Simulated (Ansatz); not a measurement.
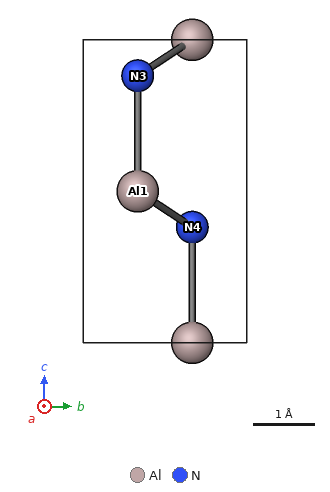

**Figure 1.** The input geometry of the first run (ball-and-stick view of the cell of the calculation, along the a axis; atoms are numbered from 1 in the order of the input). Near neighbours in the crystal (not all of them lie inside the picture): Al has 4 N at 1.90 to 1.91 Å; N has 4 Al at 1.90 to 1.91 Å.

## AlN: a changed input and its effect

System: AlN (P6₃mc, 4 atoms in the cell).
Method of the first run: DFT PBE, scalar-relativistic, plane waves, PAW, no spin polarisation (Ansatz 0.2.0).

The structure derives from a Materials Project entry. Text and figures count atoms from 1; the logs count them from 0 in places.

**The input, the first run**
```yaml
crystal:
  lattice:
    - [3.1302036619, 0.0, 0.0]
    - [-1.5651018309, 2.7108358902, 0.0]
    - [0.0, 0.0, 5.0180193525]
  atoms:
    - { symbol: Al, position: [0.6666666667, 0.3333333333, 0.4992349453] }
    - { symbol: Al, position: [0.3333333333, 0.6666666667, 0.9992349453] }
    - { symbol: "N", position: [0.6666666667, 0.3333333333, 0.8807650547] }
    - { symbol: "N", position: [0.3333333333, 0.6666666667, 0.3807650547] }
basis:
  ecutwfc: 420
  xc_grid: 2
kpoints:
  mp_grid: { grid: [9, 9, 4] }
  band_path: { path: [VBM, CBM], npoints: 2 }
hamiltonian:
  xc: pbe
scf:
  occupations: { method: gaussian, width: 0.02 }
output:
  forces: true
  stress: true
  eigenvalues: true
```

Launched with:
```bash
ansatz run input.yaml --threads 8 --pin off --max-ram 16384MiB --backend cpu --events-out ev --progress --plain --runs-dir out
```

Hardware: 8 threads of Arm Neoverse V2, 24 GiB of memory available, shared host.

**Output, shortened to warnings, some set-up lines, iterations and results (the first run)**
```
Basis set: ecut = 420 eV, 833 PW (Γ), exchange–correlation on 48×48×72 points (8 copies of the dense FFT grid, shifted against one another)
Symmetry: 12 space group operations
k-points: 36 of 324 (time reversal used)
Initial density: superposition of atomic densities (neutral atoms: chi_scale 0, normalization atom), corrected by the library's trained network
[...]
SCF iter   1: F=—  HF=-1848.507674 eV  |F-HF|=—  |Δ(HF+E_count)|=         —  Δρ=8.13e-4  dr2=1.30e-4  ethr=1.77e-3  ⟨swp⟩=6.1  Hψ=2923  notcnv=0
SCF iter   2: F=—  HF=-1848.508018 eV  |F-HF|=—  |Δ(HF+E_count)|=   3.44e-4  Δρ=3.94e-4  dr2=2.04e-5  ethr=8.10e-7  ⟨swp⟩=2.3  Hψ=1049  notcnv=0
SCF iter   3: F=—  HF=-1848.507863 eV  |F-HF|=—  |Δ(HF+E_count)|=   1.56e-4  Δρ=6.17e-5  dr2=6.32e-7  ethr=1.27e-7  ⟨swp⟩=2.2  Hψ=692  notcnv=0
SCF iter   4: F=-1848.507865 eV  HF=-1848.507865 eV  |F-HF|=1.09e-8  |Δ(HF+E_count)|=   1.95e-6  Δρ=9.83e-6  dr2=1.68e-8  ethr=3.95e-9  ⟨swp⟩=2.1  Hψ=705  notcnv=0
SCF iter   5: F=-1848.507865 eV  HF=-1848.507865 eV  |F-HF|=5.71e-10  |Δ(HF+E_count)|=   1.31e-8  Δρ=1.85e-6  dr2=8.12e-10  ethr=1.05e-10  ⟨swp⟩=2.6  Hψ=744  notcnv=0
SCF iter   6: F=-1848.507865 eV  HF=-1848.507865 eV  |F-HF|=9.09e-12  |Δ(HF+E_count)|=  2.50e-10  Δρ=1.73e-7  dr2=5.50e-12  ethr=5.08e-12  ⟨swp⟩=1.1  Hψ=1245  notcnv=0
SCF 1 converged in 6 iterations: F = -1848.507865 eV  dr2 = 5.50e-12
NSCF: frozen V_eff on 28 k-points
NSCF: frozen V_eff on 28 k-points
NSCF: frozen V_eff on 28 k-points
NSCF: frozen V_eff on 27 k-points
NSCF: frozen V_eff on 4 k-points
NSCF: frozen V_eff on 3 k-points
NSCF: frozen V_eff on 3 k-points
NSCF: frozen V_eff on 3 k-points
NSCF: frozen V_eff on 3 k-points
NSCF: frozen V_eff on 3 k-points
SCF converged after 6 iterations
Free energy (F): -1848.507865 eV
Harris-Foulkes:  -1848.507865 eV  (|F-HF|=9.09e-12)
Internal energy: -1848.507865 eV  (E = F + TS)
E sigma→0 (E₀):  -1848.507865 eV
Fermi energy:    8.960282 eV
--- Per-component energies (eV) ---
  E_band       = 27.854888
  E_kinetic    = 317.322388
  E_local      = -451.605038  (includes V_loc(G=0)·N_el)
  E_nonlocal   = 110.503509
  E_hartree    = 156.640865
  E_xc         = -203.250355
  E_vxc        = -215.380395  (∫ρ·V_xc dr)
  E_paw        = -1190.066833  (= ΣΔE_a)
  E_vpaw       = -46.267487  (= ΣTr[D̂ρ^β])
  E_aug_tail   = 0.000195  (compensation charges beyond the density's cutoff)
  E_ewald      = -588.052597
  E_smearing   = -0.000000  (= −TS)
  E_closure    = 0.000000  (closes the sum)
  Σ components = -1848.507865   (vs F -1848.507865, Δ=0.00e0)
--- Forces (eV/Å), atoms counted from 1 ---
  atom   1  Al     0.00000000    -0.00000000    -0.00041541
  atom   2  Al    -0.00000000     0.00000000    -0.00041541
  atom   3  N      0.00000000    -0.00000000     0.00040402
  atom   4  N     -0.00000000     0.00000000     0.00040402
  max |Σ_I F_I| component: 2.28e-5 eV/Å
--- Stress (GPa, compression-positive) ---
        0.005119      -0.000000       0.000000
        0.000000       0.005119       0.000000
        0.000000       0.000000       0.006951
  P = ⅓ Tr σ = 0.0057 GPa (0.057 kbar)
```

The input of the second run differs as follows (lines with − go, lines with + come):
```diff
-  xc_grid: 2
-  band_path: { path: [VBM, CBM], npoints: 2 }
+  max_iter: 75
+magnetization:
+  spin_polarized: true
+  initial_magnetization: 40
```

How does the second run compare with the first run?

The energy is the same within 0.01 meV per atom. With spin allowed, the absolute moment of the cell comes to 0.00 μB. The SCF takes 17 iterations against 6. The two runs start from different initial densities, which also moves the count.

**Output, shortened to warnings, some set-up lines, iterations and results (the second run)**
```
WARN: the starting moments were not kept: the SCF closed with an absolute magnetisation of 9.1e-7 μB, where they sum to 40 μB in size (4 sites). That is at most 0.1 of that sum. Measured as dr2_m measures the in/out step, that magnetisation stands 1.4e-13 eV from none, at or under the dr2_threshold of 1.0e-7 eV: it is no larger than a step whose dr2_m would equal this threshold. The system may …
Basis set: ecut = 420 eV, 833 PW (Γ), exchange–correlation on 48×48×72 points (8 copies of the dense FFT grid, shifted against one another)
Symmetry: 12 space group operations
k-points: 36 of 324 (time reversal used)
Initial density: superposition of atomic densities (chi_scale 0.1, normalization cell, long waves kept (reshape's long-wave potential 0.00 eV rms))
[...]
SCF iter   1: F=—  HF=-1823.502748 eV  |F-HF|=—  |Δ(HF+E_count)|=         —  Δρ=3.18e-1 (↑2.32e-1 ↓3.18e-1)  dr2=7.07e0  dr2_m=2.89e1  M=0.204 μB ∫|m|=1.618 μB  β_m=0.30  …
SCF iter   2: F=—  HF=-1837.116552 eV  |F-HF|=—  |Δ(HF+E_count)|=    1.36e1  Δρ=2.26e-1 (↑1.76e-1 ↓2.26e-1)  dr2=3.19e0  dr2_m=1.54e1  M=0.002 μB ∫|m|=1.050 μB  β_m=0.30  …
SCF iter   3: F=—  HF=-1842.858748 eV  |F-HF|=—  |Δ(HF+E_count)|=    5.74e0  Δρ=1.55e-1 (↑1.55e-1 ↓1.35e-1)  dr2=3.07e-1  dr2_m=8.07e0  M=0.000 μB ∫|m|=0.763 μB  β_m=0.30  …
SCF iter   4: F=—  HF=-1845.771607 eV  |F-HF|=—  |Δ(HF+E_count)|=    2.91e0  Δρ=1.09e-1 (↑9.68e-2 ↓1.09e-1)  dr2=2.35e-1  dr2_m=4.10e0  M=0.000 μB ∫|m|=0.593 μB  β_m=0.30  …
SCF iter   5: F=—  HF=-1847.141744 eV  |F-HF|=—  |Δ(HF+E_count)|=    1.37e0  Δρ=7.40e-2 (↑7.32e-2 ↓7.40e-2)  dr2=1.09e-3  dr2_m=2.11e0  M=0.000 μB ∫|m|=0.459 μB  β_m=0.30  …
[... 8 lines ...]
SCF iter  14: F=—  HF=-1848.507865 eV  |F-HF|=—  |Δ(HF+E_count)|=   1.07e-6  Δρ=2.27e-5 (↑2.78e-6 ↓2.27e-5)  dr2=1.17e-7  dr2_m=4.74e-8  M=0.000 μB ∫|m|=0.000 μB  β_m=0.87  …
SCF iter  15: F=—  HF=-1848.507865 eV  |F-HF|=—  |Δ(HF+E_count)|=   7.74e-8  Δρ=9.68e-6 (↑5.03e-7 ↓9.68e-6)  dr2=1.65e-8  dr2_m=9.32e-9  M=0.000 μB ∫|m|=0.000 μB  β_m=0.94  …
SCF iter  16: F=—  HF=-1848.507865 eV  |F-HF|=—  |Δ(HF+E_count)|=   2.11e-8  Δρ=1.90e-6 (↑1.41e-7 ↓1.90e-6)  dr2=6.55e-10  dr2_m=3.62e-10  M=0.000 μB ∫|m|=0.000 μB  β_m=0.97  …
SCF iter  17: F=-1848.507865 eV  HF=-1848.507865 eV  |F-HF|=2.27e-12  |Δ(HF+E_count)|=  8.49e-10  Δρ=1.06e-7 (↑2.18e-8 ↓1.06e-7)  dr2=1.94e-12  dr2_m=1.20e-12  M=0.000 μB …
SCF 1 converged in 17 iterations: F = -1848.507865 eV  dr2 = 1.94e-12
WARN: the starting moments were not kept: the SCF closed with an absolute magnetisation of 9.1e-7 μB, where they sum to 40 μB in size (4 sites). That is at most 0.1 of that sum. Measured as dr2_m measures the in/out step, that magnetisation stands 1.4e-13 eV from none, at or under the dr2_threshold …
SCF converged after 17 iterations
Magnetization: 0.0000 μB (8.0000 up, 8.0000 down)
Absolute magnetization: 0.0000 μB (∫|ρ↑−ρ↓|, with the PAW one-centre terms)
Spin contamination: 0.0000 ħ² per cell (⟨S²⟩ above its minimum at these occupations)
Per-site moments (μB) at R_I (Å): [(1.2536248510509538e-8, 0.7847772973727378), (1.2536248494415085e-8, 0.7847772973727378), (-1.8463777168335252e-7, 0.7847772973727378), (-1.846377717391186e-7, 0.7847772973727378)]
Free energy (F): -1848.507865 eV
Harris-Foulkes:  -1848.507865 eV  (|F-HF|=2.27e-12)
Internal energy: -1848.507865 eV  (E = F + TS)
E sigma→0 (E₀):  -1848.507865 eV
Fermi energy:    8.960283 eV
--- Per-component energies (eV) ---
  E_band       = 27.854902
  E_kinetic    = 317.322374
  E_local      = -451.605002  (includes V_loc(G=0)·N_el)
  E_nonlocal   = 110.503504
  E_hartree    = 156.640843
  E_xc         = -203.250352
  E_vxc        = -215.380392  (∫ρ·V_xc dr)
  E_paw        = -1190.066830  (= ΣΔE_a)
[...]
```

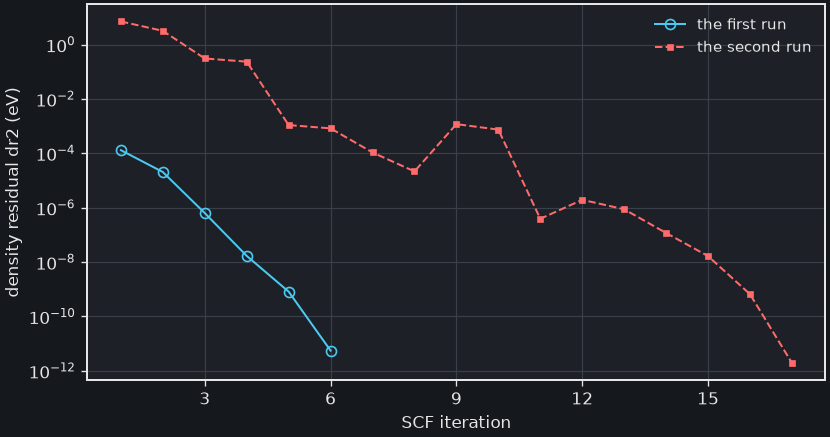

**Figure 2.** Convergence of the two runs: density residual dr2 against the SCF iteration. The first run takes 6 iterations in all, and the second run takes 17.

**The two runs side by side**

```csv
quantity,the first run,the second run
outcome,converged,converged
free energy per atom (eV),−462.1270,−462.1270
gap on the mesh (eV),4.03,4.03
pressure (GPa),0.01,0.01
largest force (eV/Å),0.000,0.000
SCF iterations,6,17
irreducible k-points,36,36
plane waves at Γ,833,833
net moment of the cell (μB),–,0.00
absolute moment of the cell (μB),–,0.00
wall time (shared host),1.4 s,1.9 s
```

For the second run: A setting was made wrong on purpose: an impossible spin (`magnetization`). It did no harm here: the run converged to the energy of the sound run within 1 meV per atom. Warnings: some starting moments were not kept.
